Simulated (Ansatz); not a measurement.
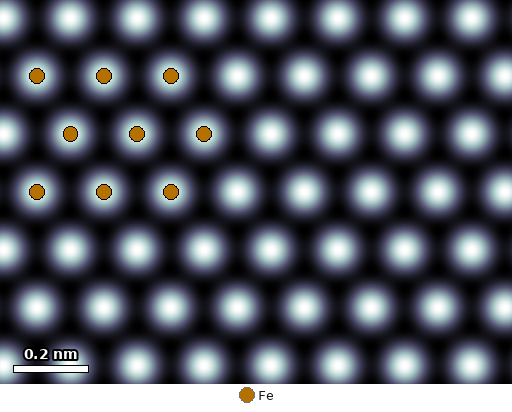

Integrated-DPC-like image of Fe (Pm-3m, No. 221) along [111]. Simulated as the projected potential of neutral atoms (B = 0.5 Å²) blurred by a 0.94 Å probe, the thin-sample limit of integrated differential phase contrast. Atomic positions: the geometry given to an electronic-structure calculation, possibly off equilibrium; the starting structure was generated, so it need not be a known form of this composition.

Coloured dots in one corner mark the columns of the model.

**Describe what the image shows.**

The columns repeat on a hexagonal net with a repeat of 1.83 Å (plane group p6mm). All columns are alike (Fe). The shortest distance between visible columns is 1.83 Å in projection. Along the beam the structure repeats every 3.88 Å.
